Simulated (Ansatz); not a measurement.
Consider Ti4C (slab).

Input

```
crystal:
  lattice:
    - [2.864115842, 0.0, 0.0]
    - [-1.432057921, 2.4803970786, 0.0]
    - [0.0, 0.0, 23.7412386371]
  atoms:
    - { symbol: Ti, position: [0.6666666667, 0.3333333333, 0.168483206] }
    - { symbol: Ti, position: [0.3333333333, 0.6666666667, 0.2640000202] }
    - { symbol: Ti, position: [0.6666666667, 0.3333333333, 0.3633628936] }
    - { symbol: Ti, position: [0.3333333333, 0.6666666667, 0.4524295805] }
    - { symbol: C, position: [0.5555555556, 0.4444444444, 0.5750011129], spin: 2.0 }
basis:
  ecutwfc: 420
kpoints:
  mp_grid: { grid: [9, 9, 1] }
hamiltonian:
  xc: lda
  pseudopotentials: { kind: paw, azcp: { folder: soft_1 } }
scf:
  occupations: { method: gaussian, width: 0.1 }
output:
  forces: true
  eigenvalues: true
  populations: true
  write_density: true
  write_potential: true
  elf: true
  volumetric_format: npy
magnetization:
  spin_polarized: true
efield:
  axis: 3
  dipole_correction: true
  ramp_width: 0.04
```

Launched as:

```sh
ansatz run input.yaml --threads 1 --pin off --max-ram 3072MiB --backend cpu --events-out ev --progress --plain --runs-dir out
```

A point of a scan over the structure, not its minimum; not relaxed (largest force 1.8 eV/Å); the SCF solution may not be the lowest one; PAW files of the earlier set (soft_1); spin-polarised.

Method: DFT LDA, scalar-relativistic, plane waves, PAW (Ansatz).

### What will maps of the valence pseudo-density and electron localisation function show?

Ti–Ti (2.68 Å): the density is about 0.25 e/Å³ at the midpoint; the ELF is about 0.20 at the midpoint; no shared electron pair shows on this line.
Ti–C (3.11 Å): the density is about 0.1 e/Å³ at the midpoint; the ELF is about 0.25 at the midpoint and 0.10 at its lowest between the atoms; no localised pair shows between them.
Ti–Ti (2.81 Å): ρ is about 0.22 e/Å³ halfway; the ELF is about 0.20 at the midpoint: no localised pair shows between them.
Ti–Ti (2.88 Å): ρ is about 0.19 e/Å³ halfway; the ELF is about 0.20 at the midpoint (no shared electron pair shows on this line).

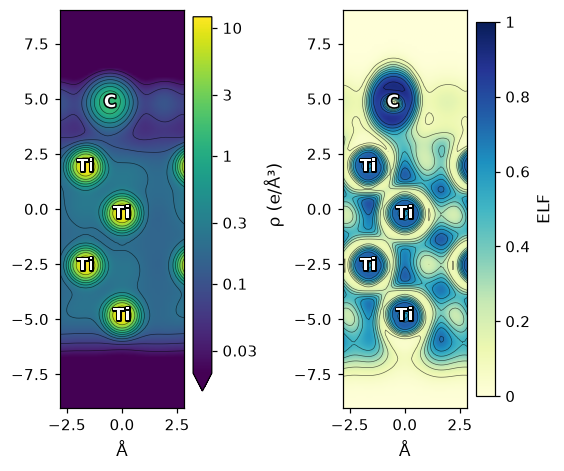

Computed valence pseudo-density and electron localisation function on the (110) plane of the calculation cell, a cut from vacuum to vacuum, in this order. 

Core electrons are frozen (PAW), and the valence fields are smoothed inside the atomic spheres.
